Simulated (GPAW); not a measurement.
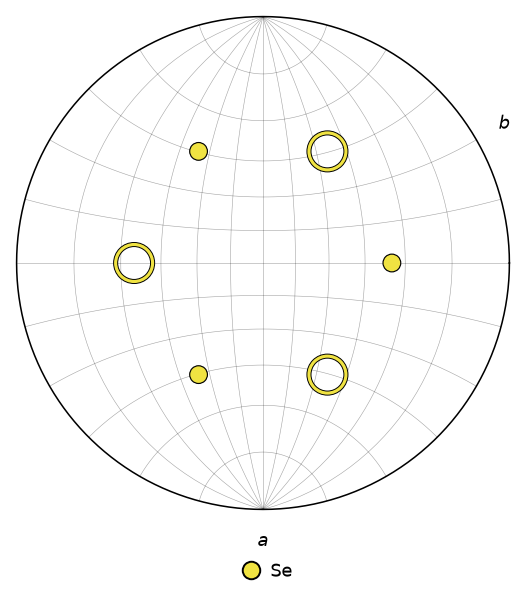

Directions from one tin atom at (0, 0, 0) to its bonded neighbours, in stereographic projection down c (filled: above the plane of the page or in it, open: below). Crystal: SnSe2, an entry of the Crystallography Open Database, as set up for an electronic-structure calculation. The drawing is computed from the coordinates (standard cell, symmetry found to 0.002 Å).

Neighbours are counted up to 3.16 Å for Se.

```
Sn Se
1.0
     3.81100    0.00000    0.00000
    -1.90550    3.30042    0.00000
     0.00000    0.00000    6.13600
Sn Se
1 2
Direct
  0.00000 0.00000 0.00000
  0.66667 0.33333 0.75100
  0.33333 0.66667 0.24900
```

> How many neighbours are there, and at what angles?

6: 6 Se at 2.68 Å. Angles between bonds: 89° (6×), 91° (6×), 180° (3×).

> What is the site's symmetry in the crystal?

Point group -3m (D3d), order 12: one threefold axis, three twofold axes, three mirror planes, an inversion centre. In P-3m1, No. 164 this is Wyckoff position 1a.
